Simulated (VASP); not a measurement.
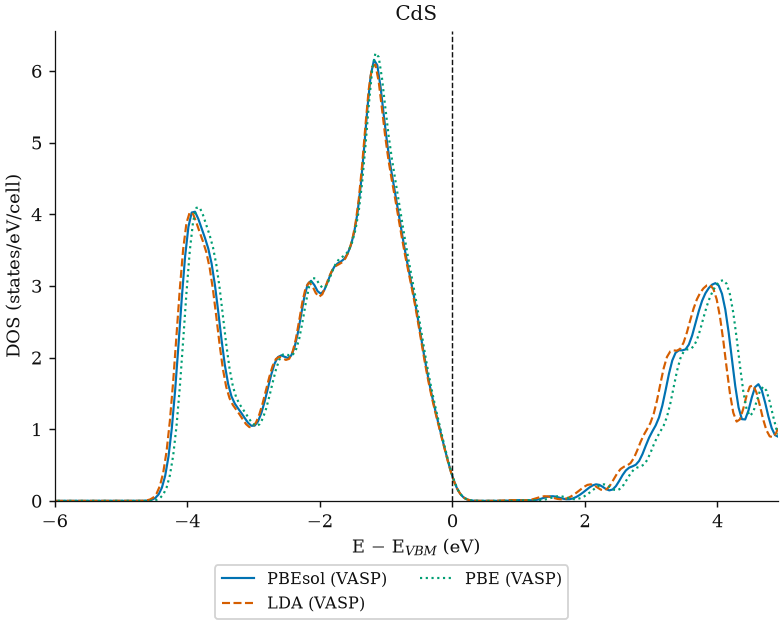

Total densities of states of CdS, space group P6_3mc (No. 186), 4 atoms in the cell, wurtzite type, by three methods on the same cell. The curves are built from the levels of the k mesh with Gaussians 0.3 eV wide, which also blur the band edges. Each is counted from its own valence-band top.

### How do the methods compare?

PBEsol (VASP) gives a gap of 1.04 eV, LDA (VASP) gives a gap of 0.92 eV and PBE (VASP) gives a gap of 1.18 eV.

Settings. PBEsol (VASP): DFT, PBEsol, plane waves, PAW, 12×12×4 k mesh, 520 eV cutoff, Gaussian smearing of 0.01 eV (VASP). LDA (VASP): DFT, LDA, plane waves, PAW, 12×12×4 k mesh, 520 eV cutoff, Gaussian smearing of 0.01 eV (VASP 6.6.1). PBE (VASP): DFT, PBE, plane waves, PAW, 12×12×4 k mesh, 520 eV cutoff, Fermi-Dirac smearing of 0.02 eV (VASP).
